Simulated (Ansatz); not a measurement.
N

```
CELL_PARAMETERS angstrom
3.61686 0.00000 0.00000
-1.80843 3.13230 0.00000
0.00000 0.00000 5.87030
ATOMIC_POSITIONS crystal
N 0.33333 0.66667 0.25000
N 0.66667 0.33333 0.75000
```

Space group P6₃/mmc; computed pressure about −8 GPa in this cell.

These are results of DFT, PBEsol, PAW with Ansatz's default frozen-core files, scalar-relativistic in Ansatz 0.2.0, not measurements.

What will maps of the valence pseudo-density and electron localisation function show?

N–N (3.62 Å): ρ at the midpoint is about 0.02 e/Å³; the ELF is about 0 at the midpoint; no shared electron pair shows on this line.

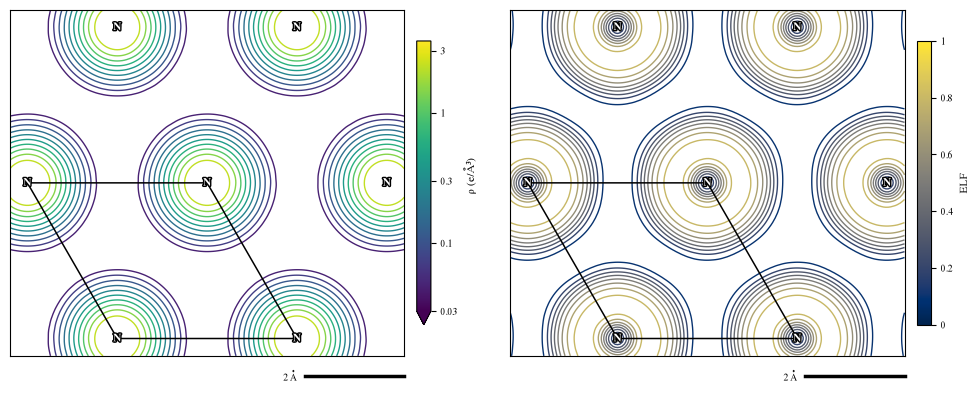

Computed valence pseudo-density and electron localisation function on the (001) plane of the conventional cell, in this order. 
